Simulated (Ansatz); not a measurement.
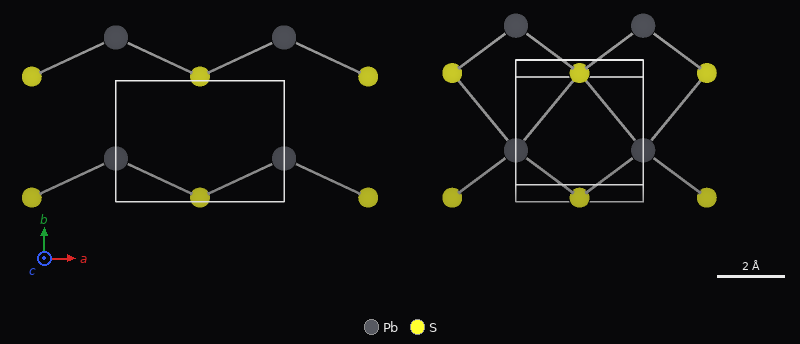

Two geometries of a crystal of PbS (a generated structure, set up in Amm2) (coarse preliminary run), drawn at one scale. One is the start of a relaxation, the other its converged end. The picture is a ball-and-stick view of the cell of the calculation, repeated 1 × 2 × 1 with one cell outlined, seen along the c axis.

All numbers below come from Ansatz 0.2.0, DFT PBE, scalar-relativistic, plane waves, PAW. Settings: plane-wave cutoff 420 eV; k-point mesh 4 × 6 × 6; occupations gaussian; smearing width 0.1 eV; no spin polarisation; cell and atoms relaxed; force threshold 0.04 eV/Å; at most 70 steps.

Which geometry has the lower energy?

Answer. The right one is the relaxed one. The largest moves relative to the cell, 0.039 Å, are those of Pb and S atoms. By element the largest moves are Pb 0.039 Å, S 0.039 Å. Cell: a 5.047 → 3.820 Å (−24.3 %), b = c 3.750 → 4.025 Å (+7.3 %), α 75.6° → 61.0°. Volume −21.2 %. Some distances before and after: Pb–S 3.571 → 3.025 Å, Pb–S 3.167 → 3.003 Å. The space group stays Amm2 (No. 38). The energy falls by 705 meV per atom in 8 accepted moves (9 points after the start). Largest force component: 0.32 eV/Å at the start, 0.0087 eV/Å at the end. Pressure: −7.23 GPa at the start and 0.04 GPa at the end. At 1 point the geometry stayed and the basis and grid were re-selected for the new cell (energy shift of 0.6 meV per atom at most each time).
